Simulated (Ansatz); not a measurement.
K₈Ta₈O₂₃H: several calculations on one system

**1. Relaxation**

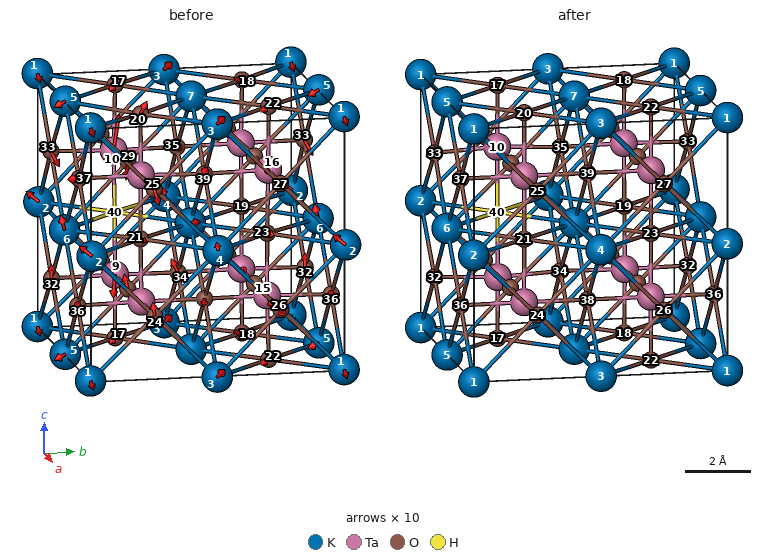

The structure of a defect cell of composition K8Ta8O23H (cell charge −1) before (left) and after (right) a relaxation, at one scale. The red arrows give the displacements, 10 times their true length.

The picture is a ball-and-stick view of the cell of the calculation, seen slightly off an axis.

The atoms of the start lie slightly off their symmetric places, so part of the fall in energy undoes that.

The calculation used DFT, PBEsol, PAW, plane waves (Ansatz). Set-up: plane-wave cutoff 420 eV; k-point mesh 1 × 1 × 1; mesh shifted by (0.25, 0.25, 0.25); no spin polarisation; atoms relaxed in a fixed cell; force threshold 0.03 eV/Å; at most 80 steps.

Q: Describe what moved and what it gained.

A: The atom that moves furthest is a Ta atom (0.12 Å along [−1 1 3]). Largest moves by element: Ta 0.12 Å, O 0.07 Å, K 0.06 Å, H 0.01 Å. The lattice vectors keep their values. Among the contacts that change: O–Ta 2.056 → 1.932 Å, K–Ta 3.403 → 3.512 Å, H–Ta 1.947 → 2.054 Å, K–Ta 3.507 → 3.411 Å. Bond angles that change, for instance: O–Ta–O 87.0° → 93.3°, O–Ta–H 93.1° → 87.0°, K–O–Ta 87.2° → 92.1°. The energy falls by 0.701 eV per cell of the calculation in 4 geometry steps. The largest force component goes from 3.4 to 0.029 eV/Å.

Limits of the set-up: the periodic images lie only 8.0 Å apart, so the values are limited by the cell's size; the cell is charged, on a uniform background, and energies carry no finite-size correction.

**2. Relaxation**

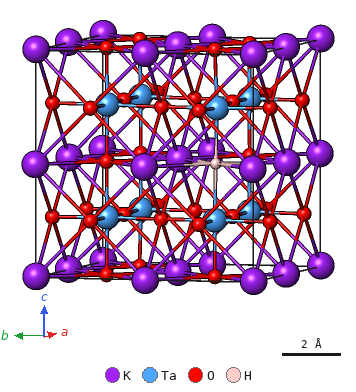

Starting structure of a defect cell of composition K$_{8}$Ta$_{8}$O$_{23}$H. The picture is a ball-and-stick view of the cell of the calculation, seen from a free direction.

The atoms of the start lie slightly off their symmetric places, so part of the fall in energy undoes that.

Theory: DFT, PBEsol, PAW, plane waves in Ansatz.

Input file:
```yaml
crystal:
  lattice:
    - [7.970878, 0.000000, 0.000000]
    - [0.000000, 7.970878, 0.000000]
    - [0.000000, 0.000000, 7.970878]
  atoms:
    - { symbol: K, position: [0.000355, 0.998192, 0.004322] }
    - { symbol: K, position: [0.003553, 0.003472, 0.497583] }
    - { symbol: K, position: [0.003030, 0.497583, 0.997944] }
    - { symbol: K, position: [0.001103, 0.501665, 0.496859] }
    - { symbol: K, position: [0.500505, 0.003372, 0.002055] }
    - { symbol: K, position: [0.500502, 0.000324, 0.493610] }
    - { symbol: K, position: [0.499028, 0.500533, 0.999338] }
    - { symbol: K, position: [0.503162, 0.496226, 0.498773] }
    - { symbol: Ta, position: [0.246588, 0.252875, 0.250611], spin: 0.333 }
    - { symbol: Ta, position: [0.254886, 0.245418, 0.744133], spin: 0.333 }
    - { symbol: Ta, position: [0.252671, 0.749729, 0.252960] }
    - { symbol: Ta, position: [0.250317, 0.748215, 0.749718] }
    - { symbol: Ta, position: [0.752679, 0.250798, 0.253232] }
    - { symbol: Ta, position: [0.748187, 0.249592, 0.752020] }
    - { symbol: Ta, position: [0.746757, 0.747453, 0.254466] }
    - { symbol: Ta, position: [0.753090, 0.750628, 0.751937] }
    - { symbol: O, position: [0.248253, 0.252848, 0.001883] }
    - { symbol: O, position: [0.253006, 0.752608, 0.999510] }
    - { symbol: O, position: [0.250837, 0.751801, 0.498743] }
    - { symbol: O, position: [0.749837, 0.247656, 0.994298] }
    - { symbol: O, position: [0.749596, 0.247632, 0.500971] }
    - { symbol: O, position: [0.749802, 0.753657, 0.001791] }
    - { symbol: O, position: [0.747214, 0.747972, 0.500060] }
    - { symbol: O, position: [0.003442, 0.250754, 0.248592] }
    - { symbol: O, position: [0.000179, 0.249544, 0.750786] }
    - { symbol: O, position: [0.002784, 0.748642, 0.252944] }
    - { symbol: O, position: [0.999094, 0.748087, 0.750413] }
    - { symbol: O, position: [0.501036, 0.249676, 0.249439] }
    - { symbol: O, position: [0.502558, 0.250465, 0.753865] }
    - { symbol: O, position: [0.501830, 0.748817, 0.247918] }
    - { symbol: O, position: [0.501215, 0.749121, 0.752075] }
    - { symbol: O, position: [0.253225, 0.001273, 0.248926] }
    - { symbol: O, position: [0.249731, 0.999013, 0.750891] }
    - { symbol: O, position: [0.251525, 0.500649, 0.249794] }
    - { symbol: O, position: [0.246770, 0.497101, 0.745063] }
    - { symbol: O, position: [0.754403, 0.999300, 0.249276] }
    - { symbol: O, position: [0.747561, 0.005618, 0.749566] }
    - { symbol: O, position: [0.751455, 0.500179, 0.253142] }
    - { symbol: O, position: [0.748083, 0.500491, 0.746276] }
    - { symbol: H, position: [0.251151, 0.250040, 0.499982], spin: 0.333 }
  symmetry: { detect: false }
kpoints:
  mp_grid: { grid: [1, 1, 1], shift: [0.25, 0.25, 0.25] }
hamiltonian:
  xc: pbesol
magnetization:
  spin_polarized: true
scf:
  occupations: { method: fermi_dirac, width: 0.01 }
relax:
  f_tol: 0.03
  max_steps: 80
  escape_saddle: false
  adjacent_minimum: "off"
output:
  forces: true
  eigenvalues: true
  populations: true
```

Launched with:
```bash
ansatz run in.yaml --threads 8 --pin off --max-ram 118750MiB --runs-dir r --events-out ev --progress --plain --backend cuda --devices 0, --max-vram 170GiB
```

Q: Where does the relaxation end?

A: Over 6 geometry steps the energy falls by 0.748 eV per cell of the calculation. The largest force component goes from 3.5 to 0.012 eV/Å. The atom that moves furthest is Ta10 (0.12 Å roughly along [−1 1 3]). By element the largest moves are Ta 0.12 Å, O 0.08 Å, K 0.06 Å, H 0.01 Å. The lattice vectors keep their values. Some distances before and after: Ta10–O17 2.056 → 1.931 Å, Ta10–H40 1.947 → 2.054 Å, K2–Ta9 3.403 → 3.510 Å, K4–Ta9 3.408 → 3.504 Å. Bond angles that change, for instance: O17–Ta10–O25 87.0° → 93.4°, O29–Ta10–H40 93.1° → 86.9°, K6–O29–Ta10 87.2° → 92.4°. The run took 6.9 s on 1 × NVIDIA GB200 with 8 threads of Arm Neoverse-V2, peak memory 1.7 GiB.

Final geometry:

```
K Ta O H
1.0
     7.97088    0.00000    0.00000
     0.00000    7.97088    0.00000
     0.00000    0.00000    7.97088
K Ta O H
8 8 23 1
Direct
  0.99971 0.99887 0.00003
  0.99971 0.99890 0.50029
  0.99847 0.50225 0.99992
  0.99899 0.50175 0.49992
  0.50312 0.99761 0.99987
  0.50261 0.99812 0.49987
  0.50189 0.50101 0.99977
  0.50186 0.50102 0.49951
  0.25201 0.25123 0.24215
  0.24948 0.24869 0.75768
  0.25032 0.75202 0.25088
  0.25125 0.74789 0.74896
  0.75278 0.24935 0.25087
  0.74875 0.25036 0.74894
  0.75042 0.74944 0.24991
  0.75115 0.75027 0.74997
  0.25093 0.24975 0.99993
  0.25088 0.75024 0.99988
  0.25072 0.74976 0.49988
  0.75070 0.24983 0.99989
  0.75087 0.25014 0.49989
  0.75070 0.75012 0.99983
  0.75085 0.74982 0.49983
  0.00265 0.24985 0.25473
  0.00328 0.25148 0.74436
  0.00050 0.74998 0.24958
  0.00110 0.75048 0.75023
  0.49826 0.24859 0.25575
  0.49890 0.25014 0.74488
  0.50049 0.74950 0.24957
  0.50109 0.75003 0.74994
  0.25056 0.00192 0.25507
  0.25230 0.00249 0.74395
  0.24930 0.49753 0.25541
  0.25103 0.49810 0.74526
  0.75080 0.99970 0.24979
  0.75130 0.00028 0.75000
  0.75034 0.49970 0.24938
  0.75080 0.50029 0.75020
  0.25014 0.25049 0.49995
```

The end point in the same view:

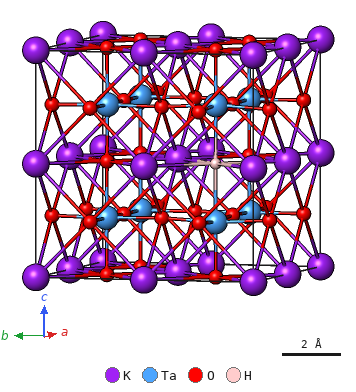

Limits of the set-up: the periodic images lie only 8.0 Å apart, so the values are limited by the cell's size.

**3. Defect**

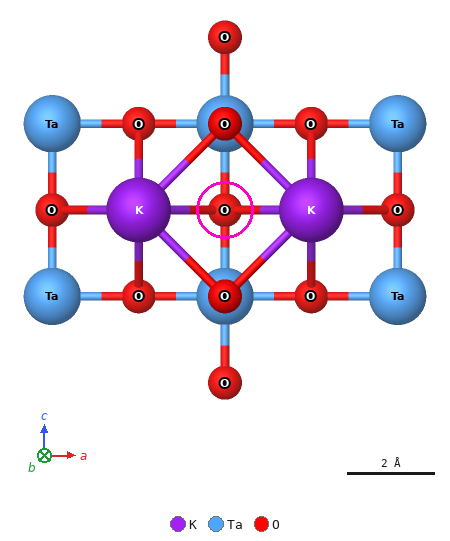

Perfect KTaO3. Style: ball-and-stick. Shown: the atoms within 4.6 Å of one point, in a slice 4.2 Å thick across the line of sight, along the b axis.

The calculation used Ansatz 0.2.0, DFT, PBEsol, PAW, plane waves. (plane-wave cutoff 420 eV; k-point mesh 1 × 1 × 1; mesh shifted by (0.25, 0.25, 0.25); no spin polarisation) Fermi-Dirac smearing of 0.01 eV. A uniform background neutralises the charged cell. The axes drawn are those of the host's conventional cell.

An oxygen atom is replaced by hydrogen at the ringed place, in charge state +1. The supercell has 40 sites, and the atoms are relaxed at the host's cell.

Predict the relaxed surroundings of the defect.

Answer. In the host the O atom has 2 Ta at 1.99 Å; the H atom ends with 2 Ta at 2.06 Å. Of the host's atoms, a tantalum atom moves furthest from its site, by 0.07 Å.

The relaxed defect, seen from the same direction:

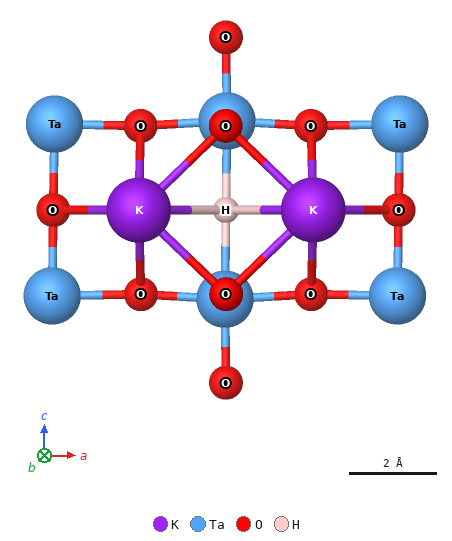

Limits of the set-up: the periodic images lie only 8.0 Å apart, so the values are limited by the cell's size; the cell is charged, on a uniform background, and energies carry no finite-size correction.

**4. Defect**

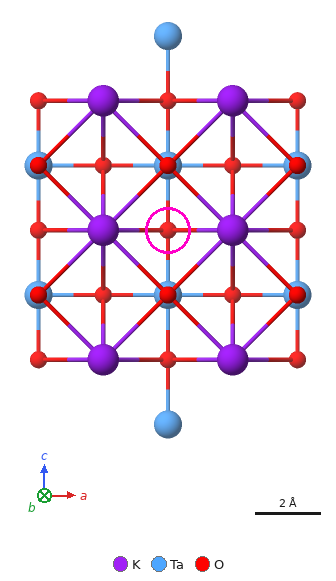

Perfect KTaO3. The picture is a ball-and-stick view of the atoms within 6.0 Å of one point, in a slice 5.0 Å thick across the line of sight, seen along the b axis.

Method: Ansatz 0.2.0, DFT, PBEsol, PAW, plane waves. Set-up: plane-wave cutoff 420 eV; k-point mesh 1 × 1 × 1; mesh shifted by (0.25, 0.25, 0.25); no spin polarisation. Fermi-Dirac smearing of 0.01 eV. A uniform background neutralises the charged cell. The axes drawn are those of the host's conventional cell.

An oxygen atom is replaced by hydrogen at the ringed place, in charge state −1. The supercell has 40 sites, and the atoms are relaxed at the host's cell.

How do the neighbours respond?

Answer. In the host the O atom has 2 Ta at 1.99 Å; the H atom ends with 2 Ta at 2.05 Å. Of the host's atoms, a tantalum atom moves furthest from its site, by 0.06 Å.

The relaxed defect, seen from the same direction:

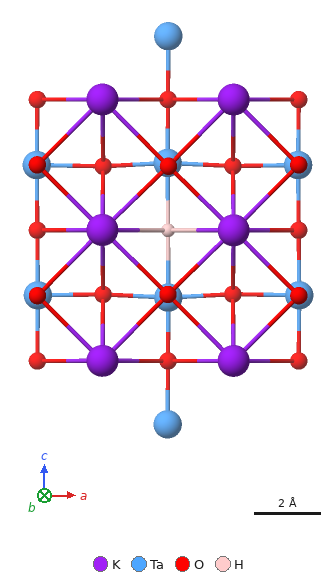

Limits of the set-up: the periodic images lie only 8.0 Å apart, so the values are limited by the cell's size; the cell is charged, on a uniform background, and energies carry no finite-size correction.
